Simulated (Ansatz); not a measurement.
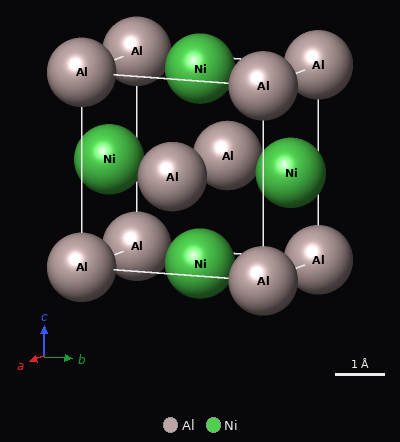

The input geometry (spheres-only view of the cell of the calculation, seen slightly off an axis). An atom can appear more than once, as a periodic image.

Single-point calculation, with input and output: AlNi

- system: AlNi (P4/mmm, 4 atoms in the cell)
- method: DFT r2SCAN, scalar-relativistic, plane waves, PAW, no spin polarisation (Ansatz 0.2.0)

The structure derives from a Materials Project entry. It belongs to a series of runs on one base structure; here: the relaxed cell repeated 2 times.

Input:
```yaml
crystal:
  lattice:
    - [-2.0223875562, 2.0221673115, 0.0]
    - [2.0223875562, 2.0221673115, 2.8700173316]
    - [2.0223875562, 2.0221673115, -2.8700173316]
  atoms:
    - { symbol: Al, position: [1.0, 0.0, 0.0] }
    - { symbol: Al, position: [1.0, 0.5, 0.5] }
    - { symbol: Ni, position: [0.5, 0.5, 1.0] }
    - { symbol: Ni, position: [0.5, 0.0, 0.5] }
basis:
  ecutwfc: 500
kpoints:
  mp_grid: { grid: [12, 8, 8] }
hamiltonian:
  xc: r2scan
scf:
  occupations: { method: gaussian, width: 0.15 }
output:
  forces: true
  stress: true
  eigenvalues: true
  write_density: true
  write_potential: true
  elf: true
  volumetric_format: npy
```

Run on 2 threads of Intel Xeon @ 2.70GHz, 189 GiB of memory available, shared host.

Launch command:
```bash
ansatz run input.yaml --threads 2 --pin off --max-ram 5120MiB --backend cpu --events-out ev --progress --plain --runs-dir out
```

Log:
```
Engine: ansatz 0.2.0, x86_64-unknown-linux-gnu
Pseudopotentials: kind: paw
Pseudopotential: Al, paw, valence charge 3, recommended cutoff 500 eV (meta_gga), Al.paw.azcp
Pseudopotential: Ni, paw, valence charge 18, recommended cutoff 500 eV (meta_gga), Ni.paw.azcp
Functional definition: r2SCAN
  parameter k0 = 0.174
  parameter k1 = 0.065
  parameter a1 = 4.9479
  exchange = r2scan_x(k0 = k0, k1 = k1, a1 = a1)
  correlation = r2scan_c
Crystal: 4 atoms, lattice volume = 46.949 Å³
Basis set: ecut = 500 eV, 1195 PW (Γ), exchange–correlation on 96×120×120 points (64 copies of the dense FFT grid, shifted against one another)
Bands: 26, of which v1, the nominal top of the filled ones, is band 21 counted from 1 (20 counted from 0)
Symmetry: 8 space group operations
Space group: Cmmm (ITA 65), of the structure as read, at distance tolerance 3.6e-5 Å
k-points: 222 of 768
Non-local potential: Al, projectors of the file, l = 0: 2, l = 1: 2, l = 2: 1
Non-local potential: Ni, projectors of the file, l = 0: 3, l = 1: 2, l = 2: 3, l = 3: 1
PAW form: soft (Blöchl's): semilocal exchange-correlation on the pseudo side does not see the compensation charge
PAW frozen core: Al, regenerated for the run's functional (the file was generated under x = pbe(κ = 0.804, μ = 0.2195149727645171), c = pbe(β = 0.06672455060314922))
PAW frozen core: Ni, regenerated for the run's functional (the file was generated under x = pbe(κ = 0.804, μ = 0.2195149727645171), c = pbe(β = 0.06672455060314922))
PAW one-centre angular grid: Al, 302 points (default); XC on 160 Gauss nodes
PAW one-centre angular grid: Ni, 590 points (default); XC on 160 Gauss nodes
Initial density: superposition of atomic densities (neutral atoms: chi_scale 0, normalization atom), corrected by the library's trained network
Initial wavefunctions: pseudopotential atomic-orbital guess
Functional: x = r2scan, c = r2scan; τ floored in thin density (d = 2e-4 eV/Å³)
SCF iter   1: F=—  HF=-12774.012264 eV  |F-HF|=—  |Δ(HF+E_count)|=         —  Δρ=2.65e-2  dr2=2.53e-1  dr2_τ=1.19e-1  ethr=1.77e-3  ⟨swp⟩=5.3  Hψ=25305  notcnv=0
preconditioner: auto → Kerker (q_TF=auto, 2.678 Å⁻¹)  [metal: Δε(μ)=0.013 eV  Ē_g=7.675 eV  σ=0.150 eV  W_gap=0.05  n_scr=10 (ndim 8)  ℏωp=27.6 eV  f_vac=0.000  D(μ)=1.52/eV (n_scr^D=10)]
SCF iter   2: F=—  HF=-12774.138581 eV  |F-HF|=—  |Δ(HF+E_count)|=   1.26e-1  Δρ=1.89e-2  dr2=8.36e-2  dr2_τ=1.46e-3  ethr=6.03e-4  ⟨swp⟩=2.1  Hψ=11471  notcnv=0  defer=120
SCF iter   3: F=—  HF=-12774.120556 eV  |F-HF|=—  |Δ(HF+E_count)|=   1.80e-2  Δρ=7.49e-3  dr2=2.31e-2  dr2_τ=5.97e-5  ethr=1.99e-4  ⟨swp⟩=2.1  Hψ=9150  notcnv=0  defer=120
SCF iter   4: F=—  HF=-12774.116728 eV  |F-HF|=—  |Δ(HF+E_count)|=   3.83e-3  Δρ=1.77e-3  dr2=8.60e-4  dr2_τ=1.95e-5  ethr=5.50e-5  ⟨swp⟩=1.6  Hψ=8121  notcnv=0  defer=118
SCF iter   5: F=—  HF=-12774.116712 eV  |F-HF|=—  |Δ(HF+E_count)|=   1.57e-5  Δρ=6.66e-4  dr2=1.91e-4  dr2_τ=4.25e-6  ethr=2.05e-6  ⟨swp⟩=2.0  Hψ=10126  notcnv=0  defer=114
SCF iter   6: F=—  HF=-12774.116688 eV  |F-HF|=—  |Δ(HF+E_count)|=   2.38e-5  Δρ=8.50e-4  dr2=2.00e-4  dr2_τ=1.16e-6  ethr=4.55e-7  ⟨swp⟩=2.6  Hψ=8515  notcnv=0  defer=114
SCF iter   7: F=—  HF=-12774.116678 eV  |F-HF|=—  |Δ(HF+E_count)|=   1.06e-5  Δρ=1.45e-4  dr2=4.50e-6  dr2_τ=5.91e-8  ethr=4.55e-7  ⟨swp⟩=1.5  Hψ=6585  notcnv=0  defer=114
SCF iter   8: F=—  HF=-12774.116674 eV  |F-HF|=—  |Δ(HF+E_count)|=   3.57e-6  Δρ=2.34e-5  dr2=1.38e-7  dr2_τ=4.54e-9  ethr=1.07e-8  ⟨swp⟩=2.4  Hψ=9794  notcnv=0  defer=114
SCF iter   9: F=-12774.116674 eV  HF=-12774.116674 eV  |F-HF|=1.76e-8  |Δ(HF+E_count)|=   3.63e-8  Δρ=9.67e-6  dr2=2.50e-8  dr2_τ=1.16e-10  ethr=2.38e-10  ⟨swp⟩=9.7  Hψ=37681  notcnv=0
SCF 1 converged in 9 iterations: F = -12774.116674 eV  dr2 = 2.50e-8
  greatest PAW one-centre occupation: 1.001 electrons in one spin orbital (limit 2), on the Ni atom at site 3 (counted from 0), in its partial waves of l = 1
SCF converged after 9 iterations
Free energy (F): -12774.116674 eV
Harris-Foulkes:  -12774.116674 eV  (|F-HF|=1.76e-8)
Internal energy: -12774.098289 eV  (E = F + TS)
E sigma→0 (E₀):  -12774.107481 eV
Entropy (-TS):   -0.018385 eV (-4.596 meV/atom)
Fermi energy:    14.180123 eV
--- Per-component energies (eV) ---
  E_band       = -711.478853
  E_kinetic    = 623.342218
  E_local      = -8858.931360  (includes V_loc(G=0)·N_el)
  E_nonlocal   = 1304.350267
  E_hartree    = 3821.579373
  E_xc         = -234.738281
  E_vxc        = -302.726840  (∫ρ·V_xc dr)
  E_paw        = -4241.879594  (= ΣΔE_a)
  E_vpaw       = -1141.527969  (= ΣTr[D̂ρ^β])
  E_aug_tail   = 0.000466  (compensation charges beyond the density's cutoff)
  E_vtau       = 20.874818  (kinetic-family band-sum trace: ∫τ·v_τ [+ j·A + Jᵃ·Aᵃ] dr)
  E_ewald      = -5187.101025
  E_core_change = -0.720353  (= ΣΔE_core)
  E_smearing   = -0.018385  (= −TS)
  E_closure    = -0.000000  (closes the sum)
  Σ components = -12774.116674   (vs F -12774.116674, Δ=0.00e0)
--- Forces (eV/Å), atoms counted from 1 ---
  atom   1  Al     0.00000000     0.00000000     0.00000000
  atom   2  Al     0.00000000     0.00000000     0.00000000
  atom   3  Ni     0.00000000     0.00000000    -0.00000000
  atom   4  Ni     0.00000000    -0.00000000    -0.00000000
  max |Σ_I F_I| component: 4.36e-29 eV/Å
--- Stress (GPa, compression-positive) ---
        0.014591       0.261652       0.000000
        0.261652       0.043442       0.000000
        0.000000       0.000000      -0.046460
  P = ⅓ Tr σ = 0.0039 GPa (0.039 kbar)
--- Band table (eV; the first three rows and the last of 222) ---
  k-point 0: bands = ["-92.8264", "-92.8231", "-51.7709", "-51.7709", "-51.7552", "-51.7510", "-51.7477", "-51.7465", "2.2765", "8.5705", "10.5614", "10.7191", "10.7248", "10.9593", "10.9777", "11.9587", "11.9638", "12.5291", "12.5355", "12.5380", "13.1260", "15.7570", "16.9721", "20.0174", "20.1533", "20.1543"]
  k-point 1: bands = ["-92.8263", "-92.8232", "-51.7700", "-51.7699", "-51.7551", "-51.7512", "-51.7486", "-51.7474", "2.4298", "8.2844", "9.9609", "10.7242", "10.7444", "10.9424", "11.4068", "11.9712", "11.9838", "12.4664", "12.4949", "12.5131", "13.2704", "16.1180", "17.3995", "19.1022", "19.5103", "20.3552"]
  k-point 2: bands = ["-92.8259", "-92.8236", "-51.7676", "-51.7673", "-51.7546", "-51.7516", "-51.7512", "-51.7501", "2.8860", "7.2195", "9.8664", "10.7287", "10.7954", "10.8826", "11.6229", "12.0051", "12.0461", "12.2613", "12.3980", "12.4511", "13.6868", "16.4439", "17.6557", "18.4915", "19.0228", "20.9389"]
  k-point 221: bands = ["-92.8231", "-92.8230", "-51.7796", "-51.7795", "-51.7709", "-51.7707", "-51.7434", "-51.7423", "8.5656", "8.5838", "10.5679", "10.5767", "10.9625", "10.9745", "10.9909", "10.9975", "11.9457", "11.9521", "11.9584", "11.9699", "13.1207", "13.1305", "15.7604", "15.7939", "16.9667", "17.0000"]
```

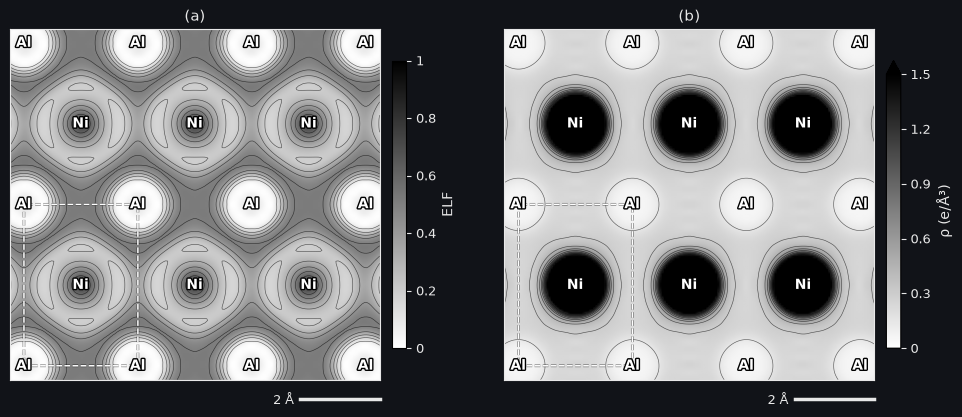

(a) electron localisation function; (b) valence pseudo-density on the (010) plane of the calculation cell. The section cuts through Al and Ni sites. Al–Ni (2.48 Å): ρ at the midpoint is about 0.3 e/Å³; the ELF is about 0.40 at the midpoint, as expected for nearly free electrons, as in a simple metal. Away from the nuclei the density in this plane falls to 0.22 e/Å³ at its lowest. The strong features right at Ni lie inside the PAW spheres (semicore, d or f shells) and say nothing about bonding. Core electrons are frozen (PAW), so the fields are smoothed inside the atomic spheres.

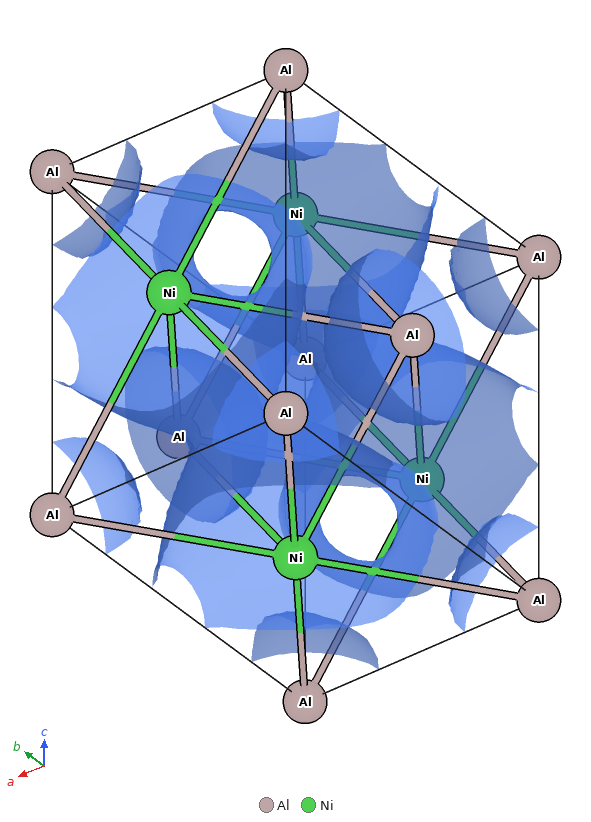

Isosurface of the ELF at 0.4 (blue), seen at an oblique angle. Only the valence region is drawn (cores and ρ < 0.01 e/Å³ removed). Sticks mark near contacts. The outline is the calculation cell. Profiles from the grid: Al–Ni (2.48 Å): the ELF is about 0.40 at the midpoint, as expected for metallic bonding.

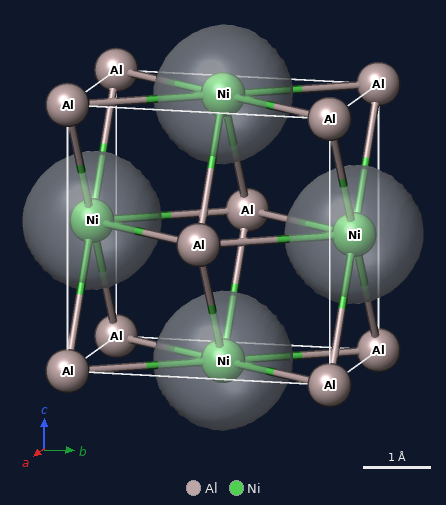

Isosurface of the valence charge density (pseudo) at 0.4 e/Å³ (grey), seen slightly off an axis. Sticks mark near contacts. The outline is the calculation cell. At this value the density breaks into separate islands; it holds about 80 % of the electrons treated as valence (semicore included). It is pinched off along the Al–Ni (2.48 Å) contacts. On the grid the lowest density along these lines, outside the cores, is 0.25 e/Å³ (Al–Ni, 2.48 Å).

Summary:

- outcome: converged
- space group (tolerance 0.01 Å): P4/mmm (123)
- electrons treated: 42
- free energy: −12774.1167 eV
- Fermi energy: 14.180 eV
- gap on the k-point mesh: none (metallic)
- pressure: 0.00 GPa
- largest force (length of the vector): under 0.001 eV/Å
- wall time: 19 s (CPU time 36 s)
- peak memory: 0.64 GiB

Remarks:

The run has no spin polarisation, so a magnetic state may lie lower.
